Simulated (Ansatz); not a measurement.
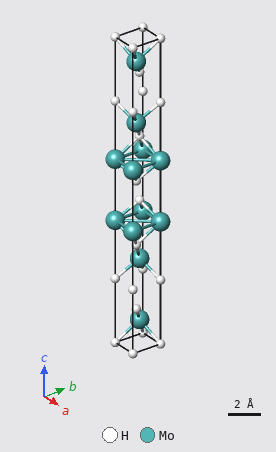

Crystalline Mo₂H₃ (built on the tetradymite_166 type) (coarse preliminary run), before the relaxation. The picture is a ball-and-stick view of the conventional cell (3 times the calculation's cell), seen slightly off an axis. Lengths and directions refer to the drawn axes.

Case: tetradymite type (R-3m, No. 166).

Method: DFT PBE, scalar-relativistic, plane waves, PAW (Ansatz 0.2.0).

Input
```yaml
crystal:
  lattice:
    - [1.4439053117, 0.8336391204, 6.6932335488]
    - [-1.4439053117, 0.8336391204, 6.6932335488]
    - [0.0, -1.6672782408, 6.6932335488]
  atoms:
    - { symbol: H, position: [0.0, 0.0, 0.0] }
    - { symbol: H, position: [0.2095, 0.2095, 0.2095] }
    - { symbol: H, position: [0.7905, 0.7905, 0.7905] }
    - { symbol: Mo, position: [0.4, 0.4, 0.4] }
    - { symbol: Mo, position: [0.6, 0.6, 0.6] }
basis:
  ecutwfc: 420
kpoints:
  mp_grid: { grid: [6, 6, 6] }
hamiltonian:
  xc: pbe
scf:
  occupations: { method: gaussian, width: 0.1 }
  lower_state_search: "off"
output:
  forces: true
  stress: true
  eigenvalues: true
relax:
  adjacent_minimum: "off"
  f_tol: 0.04
  max_steps: 70
  cell: { stress_tol: 0.4 }
```

Command:
```bash
ansatz run input.yaml --threads 1 --pin off --max-ram 2560MiB --backend cpu --events-out ev --progress --plain --runs-dir out
```

Q: What does the optimiser find from here?

A: The largest moves relative to the cell, 0.40 Å, are those of H2 and H3. H2 goes along +c. By element the largest moves are H 0.40 Å, Mo 0.25 Å. The volume changes by +2.2 %, with a = b 2.888 → 2.898 Å (+0.4 %), c 20.080 → 20.367 Å (+1.4 %). Near-neighbour distances that change, for instance: Mo4–Mo5 3.154 → 2.778 Å, H1–Mo4 2.138 → 2.007 Å, H2–Mo5 2.024 → 1.955 Å, Mo4–Mo4 2.888 → 2.898 Å. Bond angles that change, for instance: Mo4–H1–Mo5 95.0° → 87.6°, Mo4–H1–Mo4 85.0° → 92.4°, Mo4–H3–Mo4 91.0° → 95.7°. The space group stays R-3m (No. 166). After 6 accepted moves (7 points after the start) the energy has fallen by 172 meV per atom. Largest force component: 1.7 eV/Å at the start, 0.016 eV/Å at the end. The pressure goes from −15.88 to 0.17 GPa. The SCF was repeated once at an unchanged geometry on a basis and grid sized afresh for the cell, which shifted the energy by 0.2 meV per atom at most. Cost: 15 s on 1 thread of Intel(R) Xeon(R) Platinum 8488C (Sapphire Rapids), on a shared host, peak memory 0.37 GiB.

History of the run:

```csv
step,"E − E(0), meV/atom","largest force component, eV/Å","pressure, GPa","volume, Å³/atom",note
0,0.00,1.6901,-15.88,9.668,
1,-128.12,0.9405,9.24,8.757,
2,-168.35,0.2594,-2.07,9.517,
3,-170.07,0.2235,-1.24,9.494,
4,-170.96,0.0521,1.31,9.562,
5,-171.38,0.0094,0.49,9.667,
6,-171.51,0.0164,0.14,9.878,
7,-171.74,0.0163,0.17,9.878,"same geometry, new basis"
```

The structure at the end:

```
H Mo
1.0
     1.44919    0.83669    6.78913
    -1.44919    0.83669    6.78913
     0.00000   -1.67338    6.78913
H Mo
3 2
Direct
  0.00000 0.00000 0.00000
  0.22925 0.22925 0.22925
  0.77075 0.77075 0.77075
  0.38776 0.38776 0.38776
  0.61224 0.61224 0.61224
```

After the run, drawn alike:

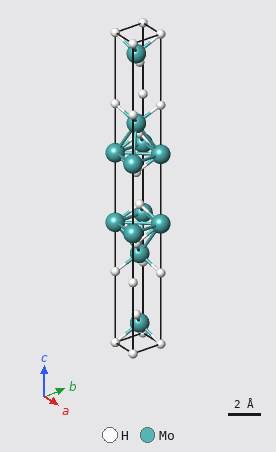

Limits of the set-up: layers or molecules are held without a dispersion correction, so their spacing is unreliable.
